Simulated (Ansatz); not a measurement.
Geometry relaxation, with input and output: Ge44Sn20 (part 2 of 2)

Continued. System: Ge44Sn20 (64 atoms in the cell). Method: DFT, PBEsol, PAW, plane waves (Ansatz 0.2.0); cutoff 420 eV, 1×1×1 k-mesh, Fermi–Dirac smearing of 0.01 eV. The structure was built on a prototype by a generator.

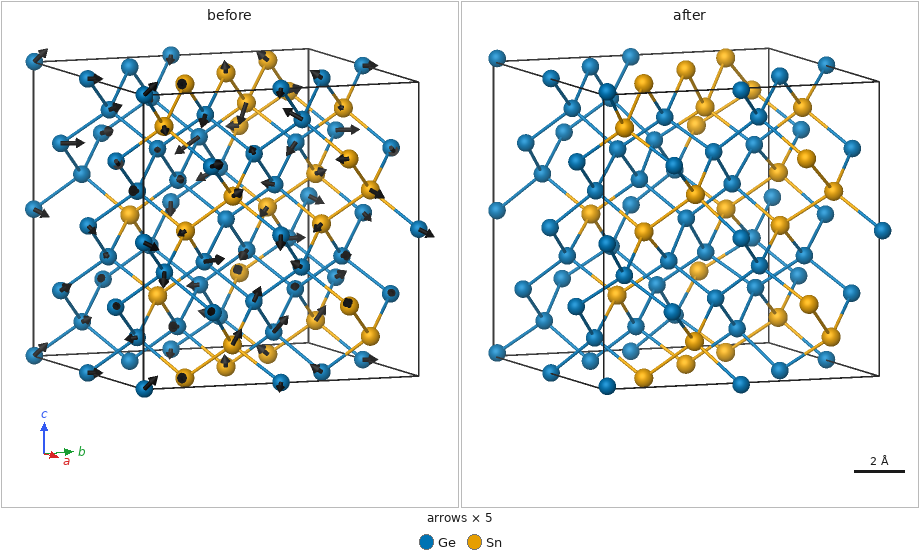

Before (left) and after (right) the relaxation, at one scale (ball-and-stick view of the cell of the calculation, seen slightly off an axis). The black arrows give the displacements, magnified 5 times. Ge23 moves most relative to the cell: 0.25 Å. By element the largest moves are Ge 0.25 Å, Sn 0.19 Å. The volume changes by +0.4 %, with a = b = c 11.887 → 11.903 Å (+0.1 %). Among the contacts that change: Sn49–Sn54 2.526 → 2.754 Å, Sn50–Sn55 2.566 → 2.778 Å, Sn48–Sn53 2.557 → 2.768 Å, Sn47–Sn63 2.530 → 2.723 Å. Among the angles that change: Sn45–Sn58–Sn47 110.9° → 100.7°, Ge43–Sn45–Sn58 110.4° → 100.7°, Sn48–Ge41–Sn60 109.0° → 99.5°. The space group stays P1 (No. 1). After 5 geometry steps the energy has fallen by 4.463 eV per cell of the calculation. Largest force component: 2.2 eV/Å at the start, 0.028 eV/Å at the end. The pressure goes from 1.44 to 0.01 GPa. (Atoms are counted from 1 in the order of the input.)

```
SCF converged after 7 iterations
Free energy (F): -306145.166272 eV
Harris-Foulkes:  -306145.166272 eV  (|F-HF|=3.49e-10)
Internal energy: -306145.163338 eV  (E = F + TS)
E sigma→0 (E₀):  -306145.164805 eV
Entropy (-TS):   -0.002934 eV (-0.046 meV/atom)
Fermi energy:    7.956425 eV
--- Per-component energies (eV) ---
  E_band       = -9261.309753
  E_kinetic    = 8653.483855
  E_local      = -133979.713677  (includes V_loc(G=0)·N_el)
  E_nonlocal   = 17865.899536
  E_hartree    = 61940.397032
  E_xc         = -10865.480605
  E_vxc        = -4766.503376  (∫ρ·V_xc dr)
  E_paw        = -168407.012821  (= ΣΔE_a)
  E_vpaw       = -20915.283319  (= ΣTr[D̂ρ^β])
  E_aug_tail   = 0.013360  (compensation charges beyond the density's cutoff)
  E_ewald      = -81398.836007
  E_core_change = 46.085989  (= ΣΔE_core)
  E_smearing   = -0.002934  (= −TS)
  E_closure    = 0.000000  (closes the sum)
  Σ components = -306145.166272   (vs F -306145.166272, Δ=0.00e0)
--- Forces (eV/Å), atoms counted from 1 ---
  atom   1  Ge     0.00492026     0.00393687     0.00453929
  atom   2  Ge    -0.00356951     0.00372004    -0.00122315
  atom   3  Ge     0.01557962     0.00113737     0.01938293
  atom   4  Ge     0.01380252    -0.00895597     0.01721739
  atom   5  Ge     0.01415789     0.00165980     0.01207043
  atom   6  Ge    -0.00364878    -0.00820810     0.01247209
  atom   7  Ge     0.01384532     0.01142869    -0.00404747
  atom   8  Ge    -0.01679911    -0.00170940    -0.00841370
  atom   9  Ge     0.01545152    -0.00344576     0.01392326
  atom  10  Ge     0.00338171    -0.01112638     0.00037248
  atom  11  Ge    -0.01340510    -0.00209981    -0.01218244
  atom  12  Ge    -0.00328488    -0.01082179     0.00453265
  atom  13  Ge     0.00598997    -0.00903514    -0.00825966
  atom  14  Ge    -0.00457959    -0.01788712    -0.00505532
  atom  15  Ge    -0.00246279     0.00174889     0.00413243
  atom  16  Ge     0.00472471     0.00909696     0.00289033
  atom  17  Ge    -0.00336549     0.01871619     0.00035777
  atom  18  Ge    -0.00492266    -0.00476101     0.00524008
  atom  19  Ge    -0.00612129    -0.01004816     0.00429235
  atom  20  Ge     0.01122911    -0.00072580     0.00509323
  atom  21  Ge    -0.00774008     0.00544619     0.00229596
  atom  22  Ge    -0.00201040     0.00827312    -0.00541184
  atom  23  Ge     0.01337574     0.01058665     0.00455751
  atom  24  Ge    -0.00224605     0.00217827    -0.00754100
  atom  25  Ge    -0.00515639     0.00048186     0.00386844
  atom  26  Ge     0.00656582     0.01446223     0.00217973
  atom  27  Ge     0.00689985     0.00646852     0.00251170
  atom  28  Ge    -0.00262984     0.00549449    -0.00808538
  atom  29  Ge    -0.01108473     0.00110831    -0.01794987
  atom  30  Ge    -0.01155965    -0.01378661    -0.00601024
  atom  31  Ge    -0.00495532    -0.01703023    -0.00348646
  atom  32  Ge    -0.01328195     0.01277399    -0.01486127
  atom  33  Ge    -0.01157282    -0.00661590    -0.02825546
  atom  34  Ge     0.01581334     0.00225942    -0.00519981
  atom  35  Ge     0.00271302    -0.00185104     0.00238900
  atom  36  Ge    -0.00309294     0.00839540     0.01353025
  atom  37  Ge     0.00600706     0.01148749     0.00355066
  atom  38  Ge     0.01275842    -0.00586435    -0.00724352
  atom  39  Ge     0.00140234    -0.00054028     0.00293386
  atom  40  Ge    -0.00830624    -0.01400985     0.00248257
  atom  41  Ge    -0.00969971     0.00307140    -0.00387181
  atom  42  Ge    -0.01767079    -0.00601862     0.00296247
  atom  43  Ge     0.00130675    -0.00195246    -0.00796105
  atom  44  Ge     0.00286211     0.00174015    -0.00675810
  atom  45  Sn     0.00563464     0.00563976     0.00570879
  atom  46  Sn    -0.00663961    -0.00617224     0.00200399
  atom  47  Sn    -0.00561268    -0.00103174     0.00483958
  atom  48  Sn     0.00542936    -0.00220769     0.01005623
  atom  49  Sn     0.00276762    -0.00083580    -0.00033791
  atom  50  Sn    -0.00318659     0.00523442     0.00792432
  atom  51  Sn    -0.00064561    -0.01264416     0.00542901
  atom  52  Sn    -0.00953265     0.00016116    -0.01047431
  atom  53  Sn     0.00204161     0.00871988     0.00460335
  atom  54  Sn    -0.00102412    -0.00190462    -0.01177107
  atom  55  Sn    -0.00019230     0.00430751     0.00837079
  atom  56  Sn    -0.00691609     0.01245529    -0.00088446
  atom  57  Sn    -0.00025958    -0.00441772    -0.00172991
  atom  58  Sn    -0.00132908     0.00509718    -0.00472721
  atom  59  Sn     0.00930727     0.00391452    -0.00133738
  atom  60  Sn     0.00167773    -0.01250312     0.00232273
  atom  61  Sn     0.00465088     0.00359923     0.00921954
  atom  62  Sn     0.00349019    -0.00261550     0.00147086
  atom  63  Sn     0.00430517     0.00874543    -0.01151945
  atom  64  Sn    -0.00358372    -0.00271938    -0.00712713
  max |Σ_I F_I| component: 3.38e-6 eV/Å
--- Stress (GPa, compression-positive) ---
       -0.021275      -0.884584      -1.035719
       -0.884584       0.064708      -0.967174
       -1.035719      -0.967174      -0.004332
  P = ⅓ Tr σ = 0.0130 GPa (0.130 kbar)
--- Band table (eV) ---
  k-point 0: bands = ["-16.8659", "-16.8615", "-16.8488", "-16.8443", "-16.8400", "-16.8380", "-16.8309", "-16.8277", "-16.8239", "-16.8217", ... 328 levels left out ..., "-1.7247", "-1.6800", "-1.5148", "-1.4045", "-1.3551", "-1.3341", "-1.2189", "-1.1647", "-1.0734", "-1.0373", "-0.8679", "-0.7491", "-0.6293", "-0.4224", "0.1713", "0.2096", "0.3071", "0.3251", "0.3798", "0.4936", "0.5840", "0.7984", "0.8609", "0.9161", "0.9546", "1.0298", "1.0627", "1.1055", "1.1877",
      "1.4344", "1.5012", "1.5652", "1.6829", "1.7613", "1.9033", "1.9385", "2.2410", "2.3333", "2.3967", "2.8368", "2.8562", "2.8995", "3.9006", "3.9395", "3.9948", "4.1749", "4.2253", "4.2421", "4.2651", "4.2916", "4.3073", "4.3364", "4.3696", "4.4124", "4.7006", "4.7192", "4.7585", "4.7804", "4.7968", "4.8353", "4.8481", "4.8746", "4.9293", "5.1321", "5.1797", "5.1951", "5.2084", "5.2628", "5.2972",
      "5.3256", "5.3556", "5.3876", "5.4102", "5.4355", "5.5029", "5.5157", "5.5477", "5.6837", "5.6949", "5.7519", "5.7898", "5.8371", "5.8509", "5.8977", "5.9197", "5.9649", "6.0053", "6.0662", "6.0905", "6.1767", "6.2006", "6.3493", "6.3594", "6.3944", "6.4832", "6.5254", "6.6452", "6.7016", "6.7406", "6.7679", "6.7845", "6.8263", "6.8892", "6.9890", "7.0483", "7.2617", "7.3316", "7.3440", "7.8497",
      "7.9138", "7.9990", "8.6060", "8.7752", "8.7973", "8.8394", "9.0057", "9.0951", "9.1310", "9.1647", "9.1957", "9.2736", "9.3319", "9.3484", "9.4198", "9.4459", "9.5021", "9.5313", "9.6833", "9.7363", "9.7766", "9.8001", "9.8224", "9.8597", "9.8882", "9.9705", "9.9927", "10.0196", "10.0569", "10.1075", "10.1392", "10.1613", "10.1980", "10.2311", "10.3646", "10.4359", "10.4859", "10.5136", "10.5464", "10.6211",
      "10.7330", "10.7692", "10.9194", "10.9598", "11.0003", "11.0843", "11.1147", "11.2066", "11.2476", "11.3031", "11.3312", "11.3632", "11.4404", "11.5237", "11.5817", "11.5931", "11.6144", "11.6264", "11.6460", "11.7146", "11.7419", "11.7670", "11.7870", "11.8297", "11.8448", "11.8562", "11.9143", "11.9467", "12.0880", "12.2287", "12.2753", "12.3164", "12.3364", "12.3550", "12.3941", "12.4187", "12.4299", "12.4670", "12.4961", "12.5179",
      "12.5719", "12.5826", "12.6269", "12.6579", "12.6753", "12.7099", "12.7631", "12.8154", "12.8458", "12.9130", "12.9721"]
--- Relaxed structure (5 steps of the walk, 5 accepted, 1 SCFs on fresh bases) ---
  F+E_penalty+E_count = -306145.16627220 eV   max|allowed force component| = 2.826e-2 eV/Å   (the final SCF, on the basis selected at the relaxed cell)
  cell:  # Å, volume = 1686.5351 Å³
    - [11.903238356559926, -3.440304100956248e-143, 1.4088563353669753e-142]
    - [-3.440304100956248e-143, 11.903238356559926, -9.747339724991732e-144]
    - [1.4088563353669753e-142, -9.747339724991732e-144, 11.903238356559926]
  atoms:
    - { symbol: Ge, position: [1.0049517560030425, 0.011297019124575505, 0.010866534206938385] }
    - { symbol: Ge, position: [0.006627892818419187, 0.010168814885252767, 0.49465683972825514] }
    - { symbol: Ge, position: [0.0038466119541339886, 0.49725463935248826, -0.005627161957485199] }
    - { symbol: Ge, position: [1.0038132496975363, 0.49783275445584263, 0.49150216129278257] }
    - { symbol: Ge, position: [0.4971523897006959, 1.0101297568067995, 0.9987674594873739] }
    - { symbol: Ge, position: [0.5043376750117871, 1.0036361365429192, 0.4936474749886313] }
    - { symbol: Ge, position: [0.4985864785322032, 0.5004952185611531, 0.5019368781423361] }
    - { symbol: Ge, position: [0.13029326580555475, 0.13221514404070442, 0.12875921400445203] }
    - { symbol: Ge, position: [0.1269114365042882, 0.12683244285541628, 0.6276884852293622] }
    - { symbol: Ge, position: [0.12524120870000144, 0.6091868270464282, 0.1262760924148897] }
    - { symbol: Ge, position: [0.12399512658027734, 0.6087885350482477, 0.6187413197881864] }
    - { symbol: Ge, position: [0.6218960944501759, 0.1184566511119637, 0.12707401994530598] }
    - { symbol: Ge, position: [0.6143372278270867, 0.12551792986738652, 0.6256935638003251] }
    - { symbol: Ge, position: [0.6328658408555126, 0.6311760007708603, 0.1365969976648341] }
    - { symbol: Ge, position: [0.6215619545665948, 0.6177507791746399, 0.6275139397194058] }
    - { symbol: Ge, position: [0.24837867182965065, 0.2527386053202226, 0.9997035075680942] }
    - { symbol: Ge, position: [0.7499899615839186, 0.739610393842361, 1.0025477230843838] }
    - { symbol: Ge, position: [0.3642333145729385, 0.3716442466203042, 0.12487576494244759] }
    - { symbol: Ge, position: [0.3805801491788083, 0.3777253639999175, 0.6261558227639492] }
    - { symbol: Ge, position: [0.24676984782932548, 1.008836538938802, 0.25520562600673924] }
    - { symbol: Ge, position: [0.2546596737722681, 1.01531561536032, 0.7521160517310018] }
    - { symbol: Ge, position: [0.24963645040404253, 0.4937769779597698, 0.24782412286696398] }
    - { symbol: Ge, position: [0.24422613135476615, 0.48649212969648953, 0.7396132852575187] }
    - { symbol: Ge, position: [0.7442335800273413, 1.0024199848297335, 0.2527055267777279] }
    - { symbol: Ge, position: [0.7407580318167079, 1.006683909151736, 0.7434000457669276] }
    - { symbol: Ge, position: [0.7483254485137394, 0.5071140441586458, 0.2586380143536852] }
    - { symbol: Ge, position: [0.7439702199850515, 0.5015512795887243, 0.7555905371236167] }
    - { symbol: Ge, position: [0.3752391788055191, 0.11777947817105462, 0.37770439480063644] }
    - { symbol: Ge, position: [0.37527916113549276, 0.13580303963629803, 0.8775724948261001] }
    - { symbol: Ge, position: [0.3810504678855058, 0.6180025838058056, 0.3684146597707391] }
    - { symbol: Ge, position: [0.8809425631195611, 0.12286845744128459, 0.3681829872503805] }
    - { symbol: Ge, position: [0.8769209070510314, 0.6150598495300442, 0.37876357698888974] }
    - { symbol: Ge, position: [0.8683113796633652, 0.6153058241931728, 0.8830452314073541] }
    - { symbol: Ge, position: [0.0064208255721143435, 0.24703518992823278, 0.25292920252665724] }
    - { symbol: Ge, position: [0.014578566140661331, 0.2504030188937931, 0.7507945512495244] }
    - { symbol: Ge, position: [0.4959724393556942, 0.25231320622155556, 0.7482341170381256] }
    - { symbol: Ge, position: [0.5071294867611877, 0.7484729434188353, 0.25645115215090203] }
    - { symbol: Ge, position: [0.5057742097302258, 0.7445625939962933, 0.741852471861417] }
    - { symbol: Ge, position: [0.12385948404235861, 0.3773861187957016, 0.36980588120003555] }
    - { symbol: Ge, position: [0.1286184097480063, 0.373060550131646, 0.8740301424496919] }
    - { symbol: Ge, position: [0.12680236833783476, 0.8880015195498546, 0.375563489706703] }
    - { symbol: Ge, position: [0.6226031946206522, 0.38745381449661104, 0.3763874996940804] }
    - { symbol: Ge, position: [0.6202835135427387, 0.3737790818845284, 0.8650069062006462] }
    - { symbol: Ge, position: [0.6216069137645029, 0.8801749430431417, 0.37206228702335287] }
    - { symbol: Sn, position: [0.5038483262411256, 0.4972096770389712, 1.0069121769102223] }
    - { symbol: Sn, position: [0.2526917618548645, 0.25238461245994176, 0.4997309926193288] }
    - { symbol: Sn, position: [0.24829873760883384, 0.7438174948055428, 0.00718626280748212] }
    - { symbol: Sn, position: [0.24794506268799127, 0.7453466110695539, 0.4940444837036653] }
    - { symbol: Sn, position: [0.7404372261148867, 0.24940735818244655, 0.9981237350806553] }
    - { symbol: Sn, position: [0.7467340166673557, 0.24792521893815767, 0.4956538745120182] }
    - { symbol: Sn, position: [0.7434339587829766, 0.7435348749914791, 0.494620660128023] }
    - { symbol: Sn, position: [0.38006522144348565, 0.8816572048638245, 0.1346726849473847] }
    - { symbol: Sn, position: [0.3813041413204467, 0.881975510040759, 0.6267764479443639] }
    - { symbol: Sn, position: [0.877570919683587, 0.37905291423459697, 0.13196147740964936] }
    - { symbol: Sn, position: [0.8830418615144826, 0.38004416270719116, 0.6314396790351943] }
    - { symbol: Sn, position: [0.871234959393276, 0.8771675623600483, 0.12353099918675563] }
    - { symbol: Sn, position: [0.8740110232878803, 0.8856987345857402, 0.6186309684998853] }
    - { symbol: Sn, position: [0.37231808981132175, 0.6193562342868424, 0.8598519410230373] }
    - { symbol: Sn, position: [0.8812931092623095, 0.1237895846944747, 0.8689621588290644] }
    - { symbol: Sn, position: [0.005896891359913573, 0.7433514860682678, 0.2560691081866499] }
    - { symbol: Sn, position: [0.9970654693386845, 0.7378721135138514, 0.7498437452252448] }
    - { symbol: Sn, position: [0.49667644771502456, 0.25007849146935646, 0.2518277714318024] }
    - { symbol: Sn, position: [0.12589451904594445, 0.8874652937631737, 0.8779363368927664] }
    - { symbol: Sn, position: [0.6238694977132897, 0.8725659076762233, 0.8757776027829208] }
--- Löwdin populations: 64 sites ---
  site symbol       q [e]
     0     Ge     14.1865
     1     Ge     14.0309
     2     Ge     14.0337
     3     Ge     14.0374
     4     Ge     14.1042
     5     Ge     14.0402
     6     Ge     13.9638
     7     Ge     13.9578
     8     Ge     14.0351
     9     Ge     14.1067
    10     Ge     14.1002
    11     Ge     14.1087
    12     Ge     14.0302
    13     Ge     14.0181
    14     Ge     14.0303
    15     Ge     13.9781
    16     Ge     14.1173
    17     Ge     14.1321
    18     Ge     14.0545
    19     Ge     14.0319
    20     Ge     14.1029
    21     Ge     13.9551
    22     Ge     14.0289
    23     Ge     14.0313
    24     Ge     14.1760
    25     Ge     14.0334
    26     Ge     14.0287
    27     Ge     14.1255
    28     Ge     13.9607
    29     Ge     14.0384
    30     Ge     14.0300
    31     Ge     14.1177
    32     Ge     14.0289
    33     Ge     14.0418
    34     Ge     14.1210
    35     Ge     13.9668
    36     Ge     14.0398
    37     Ge     14.1892
    38     Ge     14.0471
    39     Ge     13.9660
    40     Ge     14.1029
    41     Ge     14.1088
    42     Ge     14.1181
    43     Ge     14.0386
    44     Sn     13.7875
    45     Sn     13.7330
    46     Sn     13.9508
    47     Sn     13.7979
    48     Sn     13.8741
    49     Sn     13.7993
    50     Sn     13.8006
    51     Sn     13.7993
    52     Sn     13.7892
    53     Sn     13.8012
    54     Sn     13.7956
    55     Sn     13.7985
    56     Sn     13.8682
    57     Sn     13.8625
    58     Sn     13.7864
    59     Sn     13.7959
    60     Sn     13.8592
    61     Sn     13.7197
    62     Sn     13.8479
    63     Sn     13.7097
  spilling = 0.001483 (of n_electrons = 896.000000)
```

Key numbers

```tsv
quantity	value
outcome	converged
space group (tolerance 0.01 Å)	P1 (1)
electrons treated	896
free energy	−306145.1663 eV
Fermi energy	7.956 eV
pressure	0.01 GPa
largest force (length of the vector) at the end	0.031 eV/Å
final cell	a = 11.903 Å, b = 11.903 Å, c = 11.903 Å, α = 90.00°, β = 90.00°, γ = 90.00°
hardware	1 × NVIDIA GB300 Max-Q, 8 threads of Arm Neoverse-V2, 125 GiB of memory available, shared host
wall time	13 s (CPU time 19 s)
peak memory	2.3 GiB
```

Remarks

The k-point mesh is coarse for a cell of this size, so the results may not be converged.
